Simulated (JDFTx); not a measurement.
# A series of single points on V

System: V (Im-3m, 1 atom in the cell).
Method: Kohn-Sham DFT of a periodic cell, LDA, PseudoDojo-SR-LDA-0.4.1-standard, spin-polarised (JDFTx 1.7.0 (patched build)).

The 7 runs differ only in the geometry, by an even scaling of the cell at fixed fractional positions. The structure derives from an entry of the Crystallography Open Database.

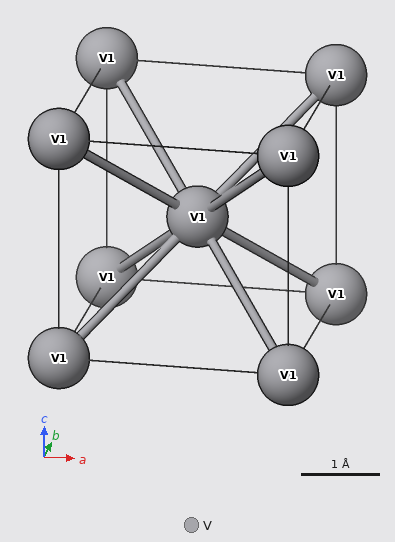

Figure 1. The structure of run 4 (ball-and-stick view of the cell 2 times as large as that of the calculation, set on its symmetry axes, seen at an oblique angle; atoms are numbered from 1 in the order of the input).

## Input of run 4
```
lattice \
   -2.8617067568     2.8617067568     2.8617067568 \
    2.8617067568    -2.8617067568     2.8617067568 \
    2.8617067568     2.8617067568    -2.8617067568
coords-type Lattice
ion V      0.0000000000     0.0000000000     0.0000000000 1

ion-species pseudo/V.upf
elec-cutoff 42
elec-ex-corr lda-PW
kpoint-folding 12 12 12
elec-smearing Fermi 0.0018374661
elec-n-bands 13
spintype z-spin
initial-magnetic-moments V 2
elec-initial-magnetization 2 no
electronic-SCF nIterations 100 energyDiffThreshold 1e-09
electronic-minimize nIterations 30 energyDiffThreshold 1e-7
forces-output-coords Cartesian

dump-name run.$VAR
dump End Ecomponents EigStats BandEigs Kpoints Forces Stress
```

Command:
```bash
jdftx -c 1 -i V.in -o V.out
```

Lattice vectors (Å) and fractional positions of run 4:
```
  -1.514350    1.514350    1.514350
   1.514350   -1.514350    1.514350
   1.514350    1.514350   -1.514350
V   0.000000  0.000000  0.000000
```

Run 3 differs from it as follows:
```diff
-   -2.8617067568     2.8617067568     2.8617067568 \
-    2.8617067568    -2.8617067568     2.8617067568 \
-    2.8617067568     2.8617067568    -2.8617067568
+   -2.8425000924     2.8425000924     2.8425000924 \
+    2.8425000924    -2.8425000924     2.8425000924 \
+    2.8425000924     2.8425000924    -2.8425000924
```

## Results, with one run withheld

```tsv
run	volume per atom (Å³)	free energy per atom, from the lowest run given (meV)	pressure (GPa)
1	13.058	0.00	−8.09
2	13.336	17.07	−11.58
3	13.613	?	?
4	13.891	68.01	−17.62
5	14.169	100.82	−20.21
6	14.447	137.91	−22.55
7	14.725	178.84	−24.65
```

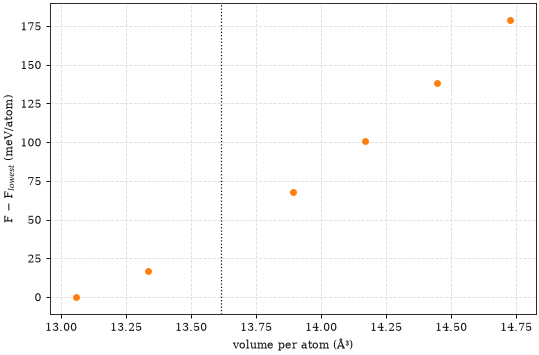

Figure 2. Free energy per atom of the runs given; the dotted line marks run 3.

What should run 3 give?

A cubic polynomial in V^(−2/3) (the Birch–Murnaghan form), fitted to the 6 runs given, misses them by at most 0.02 meV per atom. With x = V^(−2/3) − 0.17284 Å⁻², it reads F = 70.83 − 13462 x + 5.3827e+05 x² − 3.9414e+05 x³ (meV per atom). At run 3 it gives 39.88 meV per atom, and the run itself gives 39.92. The slope of the fit gives a pressure −dF/dV of −14.74 GPa there, and the run prints −14.75 GPa. The fit has no minimum inside this range.

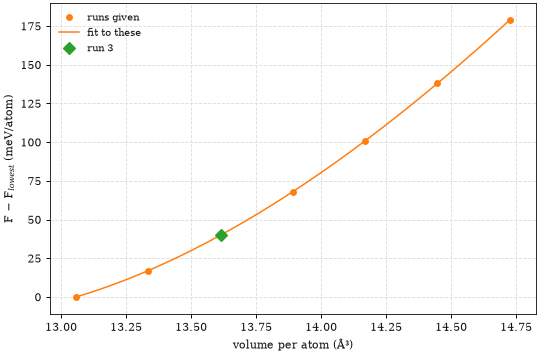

Figure 3. The fit and the withheld run.

## Some lines of the output (run 3)
```
[...]
unit cell volume = 91.8674
     Etot =      -71.5527817530854691
        F =      -71.5534584592324592
	HOMO-LUMO gap: +0.001638
	Optical gap  : +0.003384 at state 32 ( [ +0.083333 +0.250000 -0.166667 ] spin 1 )
```
